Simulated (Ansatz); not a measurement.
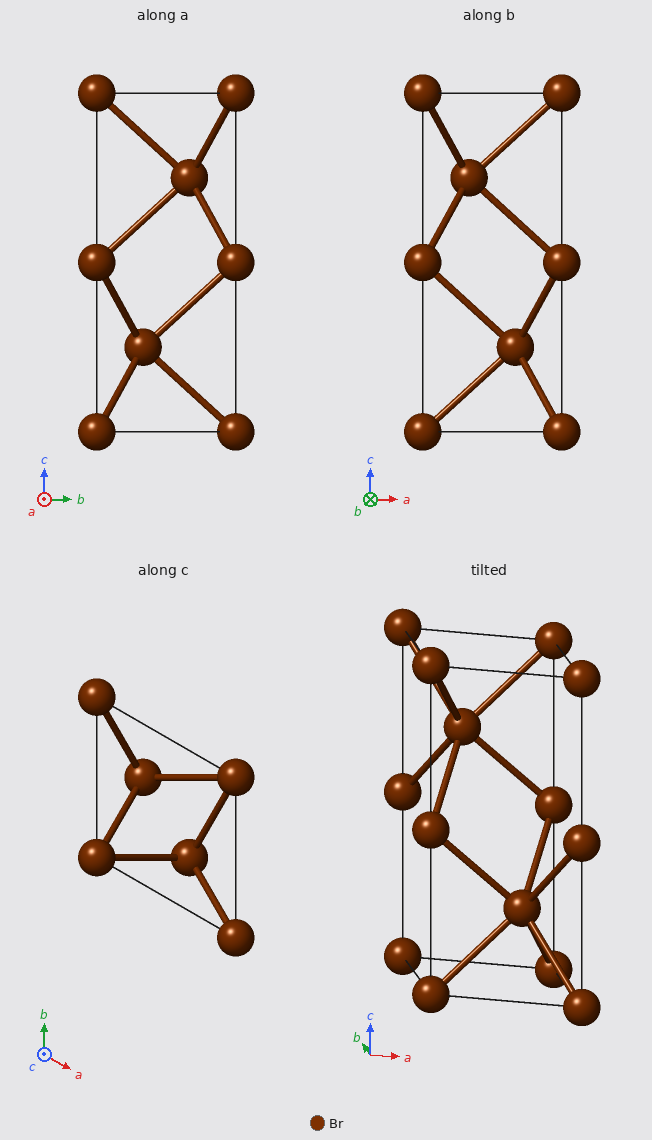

The image is a ball-and-stick drawing of a crystal, viewed along the a axis, along the b axis, along the c axis and slightly off an axis. The lines enclose the conventional unit cell; boundary atoms appear with their images.

Lattice parameters: a = 3.877 Å, b = 3.877 Å, c = 8.184 Å, α = 90.00°, β = 90.00°, γ = 120.00°.

Reconstruct the structure as a table of Wyckoff sites.

Answer. Space group P6_3/mmc (No. 194).
```tsv
atom	site	x	y	z
Br	2a	0.0000	0.0000	0.0000
Br	2d	0.3333	0.6667	0.7500
```

Its origin is a structure type filled with this element by a generator (whether the element takes this form wasn't checked). It is drawn as it came out of a relaxation with DFT PBEsol, scalar-relativistic, plane waves, PAW in Ansatz.
